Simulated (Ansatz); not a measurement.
# Single-point calculation of TiAl

The run: single-point calculation of TiAl (2 atoms in the cell). Method and program: DFT r2SCAN, scalar-relativistic, plane waves, PAW, no spin polarisation (Ansatz 0.2.0).

The structure derives from a Materials Project entry. Figures and captions count atoms from 1; the log counts them from 0 in places.

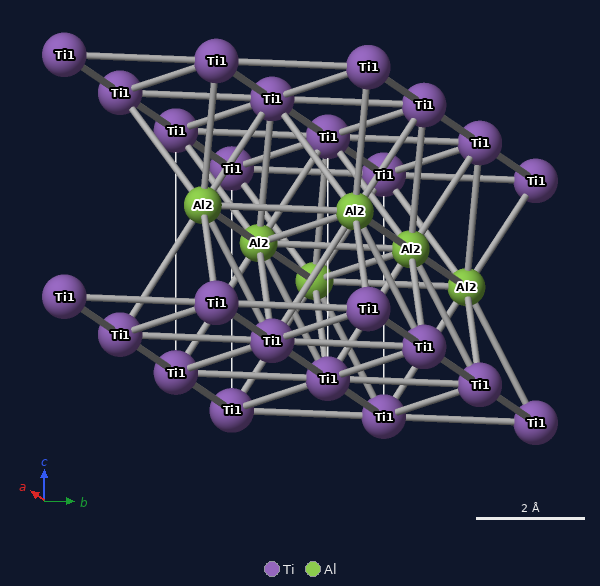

The structure as given in the input (ball-and-stick view of the cell of the calculation, repeated 3 × 2 × 1, seen at an oblique angle; atoms are numbered from 1 in the order of the input). An atom can appear more than once, as a periodic image. Near neighbours in the periodic cell (some may lie outside the picture): Ti has 6 Al at 2.87 Å and 6 Ti at 2.87 Å; Al has 6 Al at 2.87 Å and 6 Ti at 2.87 Å.

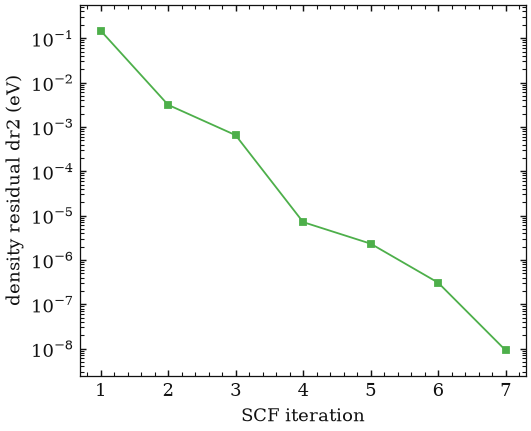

Convergence of the self-consistent field: density residual dr2 against the SCF iteration. The residual falls at every step.

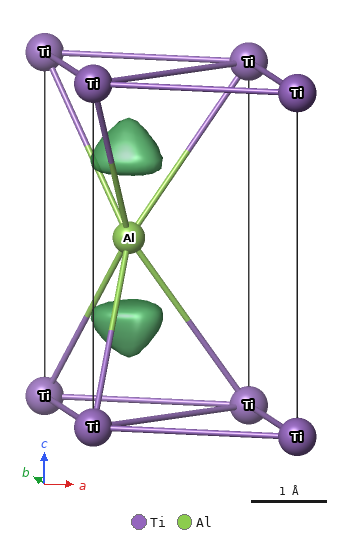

Isosurface of the ELF at 0.75 (green), seen slightly off an axis. Only the valence region is drawn (cores and ρ < 0.01 e/Å³ removed). Sticks mark near contacts. The outline is the cell set on symmetry axes. Values along the shortest contacts: Ti–Al (2.87 Å): the ELF is about 0.40 at the midpoint, as expected for nearly free electrons, as in a simple metal. Ti–Ti (2.87 Å): the ELF is about 0.25 at the midpoint (no localised pair between them). In a PAW calculation such maps are meaningful between the atoms, not at the nuclei.

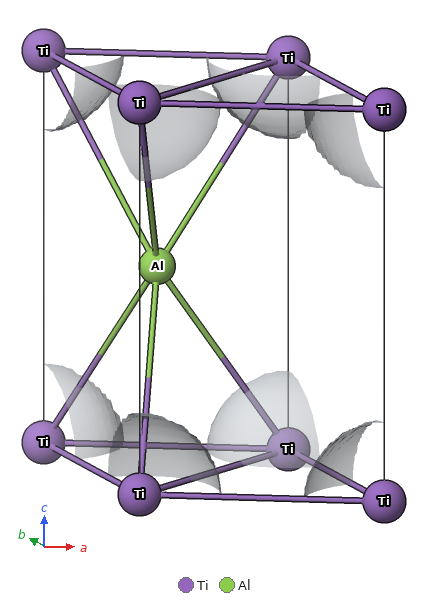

Isosurface of the valence electron density at 0.5 e/Å³ (grey), seen slightly off an axis. Sticks mark near contacts. The outline is the cell set on symmetry axes. At this value the density breaks into separate islands; it holds about 60 % of the electrons treated as valence (semicore included). It is pinched off along the Ti–Al (2.87 Å), Ti–Ti (2.87 Å) and Al–Al (2.87 Å) contacts. On the grid the lowest density along these lines, outside the cores, is 0.2 e/Å³ (Ti–Al, 2.87 Å), 0.21 e/Å³ (Ti–Ti, 2.87 Å) and 0.2 e/Å³ (Al–Al, 2.87 Å).

These pictures come from the run below.

The input
```yaml
crystal:
  lattice:
    - [2.8672622327, 0.0, 0.0]
    - [-1.4336311163, 2.4831219328, 0.0]
    - [0.0, 0.0, 4.678083]
  atoms:
    - { symbol: Ti, position: [0.0, 0.0, 0.0] }
    - { symbol: Al, position: [0.3333333333, 0.6666666667, 0.5] }
basis:
  ecutwfc: 500
kpoints:
  mp_grid: { grid: [24, 24, 12] }
hamiltonian:
  xc: r2scan
scf:
  occupations: { method: gaussian, width: 0.15 }
output:
  forces: true
  stress: true
  eigenvalues: true
  write_density: true
  write_potential: true
  elf: true
  volumetric_format: npy
```

Command:
```bash
ansatz run input.yaml --threads 1 --pin off --max-ram 2560MiB --backend cpu --events-out ev --progress --plain --runs-dir out
```

The program's output
```
Engine: ansatz 0.2.0, x86_64-unknown-linux-gnu
Pseudopotentials: kind: paw
Pseudopotential: Ti, paw, valence charge 12, recommended cutoff 500 eV (meta_gga), Ti.paw.azcp
Pseudopotential: Al, paw, valence charge 3, recommended cutoff 500 eV (meta_gga), Al.paw.azcp
Functional definition: r2SCAN
  parameter k0 = 0.174
  parameter k1 = 0.065
  parameter a1 = 4.9479
  exchange = r2scan_x(k0 = k0, k1 = k1, a1 = a1)
  correlation = r2scan_c
Crystal: 2 atoms, lattice volume = 33.307 Å³
Basis set: ecut = 500 eV, 833 PW (Γ), exchange–correlation on 96×96×144 points (64 copies of the dense FFT grid, shifted against one another)
Bands: 12, of which v1, the nominal top of the filled ones, is band 8 counted from 1 (7 counted from 0)
Symmetry: 12 space group operations
Space group: P-6m2 (ITA 187), of the structure as read, at distance tolerance 3.2e-5 Å
k-points: 427 of 6912 (time reversal used)
Non-local potential: Ti, projectors of the file, l = 0: 3, l = 1: 2, l = 2: 3, l = 3: 1
Non-local potential: Al, projectors of the file, l = 0: 2, l = 1: 2, l = 2: 1
PAW form: soft (Blöchl's): semilocal exchange-correlation on the pseudo side does not see the compensation charge
PAW frozen core: Ti, regenerated for the run's functional (the file was generated under x = pbe(κ = 0.804, μ = 0.2195149727645171), c = pbe(β = 0.06672455060314922))
PAW frozen core: Al, regenerated for the run's functional (the file was generated under x = pbe(κ = 0.804, μ = 0.2195149727645171), c = pbe(β = 0.06672455060314922))
PAW one-centre angular grid: Ti, 590 points (default); XC on 160 Gauss nodes
PAW one-centre angular grid: Al, 302 points (default); XC on 160 Gauss nodes
Initial density: superposition of atomic densities (neutral atoms: chi_scale 0, normalization atom), corrected by the library's trained network
Initial wavefunctions: pseudopotential atomic-orbital guess
Functional: x = r2scan, c = r2scan; τ floored in thin density (d = 2e-4 eV/Å³)
SCF iter   1: F=—  HF=-3045.329576 eV  |F-HF|=—  |Δ(HF+E_count)|=         —  Δρ=1.76e-2  dr2=1.49e-1  dr2_τ=1.40e-2  ethr=1.77e-3  ⟨swp⟩=5.0  Hψ=25888  notcnv=0
preconditioner: auto → none  [metal: Δε(μ)=0.003 eV  Ē_g=5.588 eV  σ=0.150 eV  W_gap=0.01  n_scr=2 (ndim 8)  ℏωp=17.0 eV  f_vac=0.000  D(μ)=2.26/eV (n_scr^D=22)  sad-step TF]
SCF iter   2: F=—  HF=-3045.337532 eV  |F-HF|=—  |Δ(HF+E_count)|=   7.96e-3  Δρ=3.75e-3  dr2=3.14e-3  dr2_τ=1.80e-3  ethr=9.90e-4  ⟨swp⟩=3.0  Hψ=12733  notcnv=0  defer=81
SCF iter   3: F=—  HF=-3045.338280 eV  |F-HF|=—  |Δ(HF+E_count)|=   7.49e-4  Δρ=1.90e-3  dr2=6.50e-4  dr2_τ=1.01e-4  ethr=2.09e-5  ⟨swp⟩=2.0  Hψ=7311  notcnv=0  defer=81
SCF iter   4: F=—  HF=-3045.338807 eV  |F-HF|=—  |Δ(HF+E_count)|=   5.27e-4  Δρ=2.31e-4  dr2=7.11e-6  dr2_τ=1.68e-6  ethr=4.33e-6  ⟨swp⟩=2.9  Hψ=8341  notcnv=0  defer=81
SCF iter   5: F=—  HF=-3045.338819 eV  |F-HF|=—  |Δ(HF+E_count)|=   1.19e-5  Δρ=4.62e-5  dr2=2.32e-6  dr2_τ=3.12e-8  ethr=4.74e-8  ⟨swp⟩=2.0  Hψ=7696  notcnv=0  defer=81
SCF iter   6: F=—  HF=-3045.338818 eV  |F-HF|=—  |Δ(HF+E_count)|=   3.63e-7  Δρ=1.99e-5  dr2=3.06e-7  dr2_τ=1.10e-8  ethr=1.54e-8  ⟨swp⟩=2.0  Hψ=6267  notcnv=0  defer=81
SCF iter   7: F=-3045.338818 eV  HF=-3045.338818 eV  |F-HF|=5.17e-9  |Δ(HF+E_count)|=   4.19e-8  Δρ=4.31e-6  dr2=9.11e-9  dr2_τ=3.09e-10  ethr=6.67e-10  ⟨swp⟩=7.4  Hψ=23258  notcnv=0
SCF 1 converged in 7 iterations: F = -3045.338818 eV  dr2 = 9.11e-9
  greatest PAW one-centre occupation: 1.001 electrons in one spin orbital (limit 2), on the Ti atom at site 0 (counted from 0), in its partial waves of l = 1
SCF converged after 7 iterations
Free energy (F): -3045.338818 eV
Harris-Foulkes:  -3045.338818 eV  (|F-HF|=5.17e-9)
Internal energy: -3045.312292 eV  (E = F + TS)
E sigma→0 (E₀):  -3045.325555 eV
Entropy (-TS):   -0.026526 eV (-13.263 meV/atom)
Fermi energy:    10.423504 eV
--- Per-component energies (eV) ---
  E_band       = -183.996847
  E_kinetic    = 295.608100
  E_local      = -1152.659726  (includes V_loc(G=0)·N_el)
  E_nonlocal   = 17.112242
  E_hartree    = 496.632764
  E_xc         = -129.765213
  E_vxc        = -164.079259  (∫ρ·V_xc dr)
  E_paw        = -1529.943494  (= ΣΔE_a)
  E_vpaw       = -183.563848  (= ΣTr[D̂ρ^β])
  E_aug_tail   = 0.000093  (compensation charges beyond the density's cutoff)
  E_vtau       = 10.323051  (kinetic-family band-sum trace: ∫τ·v_τ [+ j·A + Jᵃ·Aᵃ] dr)
  E_ewald      = -1041.983494
  E_core_change = -0.313565  (= ΣΔE_core)
  E_smearing   = -0.026526  (= −TS)
  E_closure    = -0.000000  (closes the sum)
  Σ components = -3045.338818   (vs F -3045.338818, Δ=0.00e0)
--- Forces (eV/Å), atoms counted from 1 ---
  atom   1  Ti    -0.00000000     0.00000000     0.00000000
  atom   2  Al     0.00000000     0.00000000    -0.00000000
  max |Σ_I F_I| component: 4.39e-17 eV/Å
--- Stress (GPa, compression-positive) ---
       -0.445477      -0.000000       0.000000
       -0.000000      -0.445477       0.000000
        0.000000       0.000000      -2.315488
  P = ⅓ Tr σ = -1.0688 GPa (-10.688 kbar)
--- Band table (eV; the first three rows and the last of 427) ---
  k-point 0: bands = ["-48.4607", "-23.7222", "-23.2932", "-23.2932", "0.9616", "7.9877", "8.3326", "11.8507", "11.8507", "13.4809", "13.4809", "14.6383"]
  k-point 1: bands = ["-48.4607", "-23.7225", "-23.2932", "-23.2932", "1.0073", "7.4423", "8.7895", "11.8516", "11.8516", "13.4756", "13.4756", "14.7842"]
  k-point 2: bands = ["-48.4607", "-23.7234", "-23.2932", "-23.2932", "1.1403", "6.7224", "9.2596", "11.8539", "11.8539", "13.4612", "13.4612", "15.2028"]
  k-point 426: bands = ["-48.3483", "-23.7135", "-23.7089", "-23.6137", "8.2995", "8.5412", "9.6437", "9.7031", "10.3917", "11.8033", "13.9576", "15.3540"]
```

Results in brief

| quantity | value |
| --- | --- |
| outcome | converged |
| space group (tolerance 0.01 Å) | P-6m2 (187) |
| electrons treated | 15 |
| free energy | −3045.3388 eV |
| Fermi energy | 10.424 eV |
| gap on the k-point mesh | none (metallic) |
| pressure | −1.07 GPa |
| largest force (length of the vector) | under 0.001 eV/Å |
| hardware | 1 thread of Intel Xeon (Granite Rapids), 192 GiB of memory available, shared host |
| wall time | 19 s |
| peak memory | 0.65 GiB |
